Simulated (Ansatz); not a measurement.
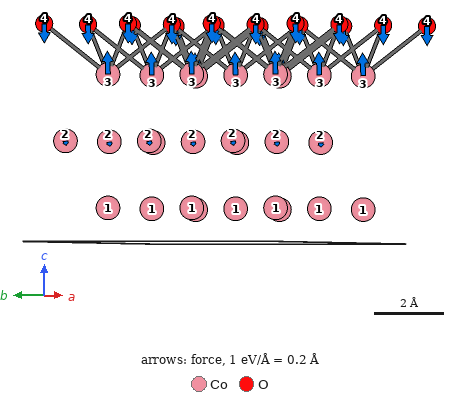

Starting geometry of a slab of composition Co3O (cut from the P6_3/mmc phase) with the computed forces as blue arrows. The picture is a ball-and-stick view of the 3 × 3 repeat of the cell, outlined in the plane, without the vacuum, seen from a free direction.

Case: O put at a bridge Co-Co site. The slab is the (0 0 1) face of Co with O on it. 1 atoms are held fixed.

Computed with Ansatz, DFT PBEsol, scalar-relativistic, plane waves, PAW. (plane-wave cutoff 420 eV; k-point mesh 12 × 12 × 1; occupations gaussian; smearing width 0.1 eV; collinear spin; dipole correction; atoms relaxed in a fixed cell; force threshold 0.03 eV/Å; at most 70 steps)

**What follows when this structure is relaxed?**

It isn't relaxed: the largest force vector, on Co3, is 3.53 eV/Å. The final displacements follow the starting forces only in part (cosine between the two patterns 0.39). Over 8 accepted moves (9 points after the start) the energy falls by 1.374 eV per cell of the calculation. Largest force component: 3.5 eV/Å at the start, 0.01 eV/Å at the end. The line search rejected the trial step at point 2 of the run. O4 moves most: 0.76 Å at 67° to the normal (−c side). Largest moves by element: O 0.76 Å, Co 0.14 Å. The cell doesn't change. Among the contacts that change: Co3–O4 2.592 → 1.763 Å, Co3–O4 (another image) 2.592 → 3.023 Å, Co3–O4 (another image) 1.923 → 1.763 Å, Co2–Co3 2.416 → 2.556 Å. Bond angles that change, for instance: O4–Co3–O4 79.4° → 88.3°, Co3–O4–Co3 79.4° → 88.3°. Cost: 3.3 min on 1 thread of AMD EPYC 9R45 96-Core Processor (Zen 5), on a shared host, peak memory 0.65 GiB.

Limits of the set-up: the periodic images lie only 2.5 Å apart, so the values are limited by the cell's size.
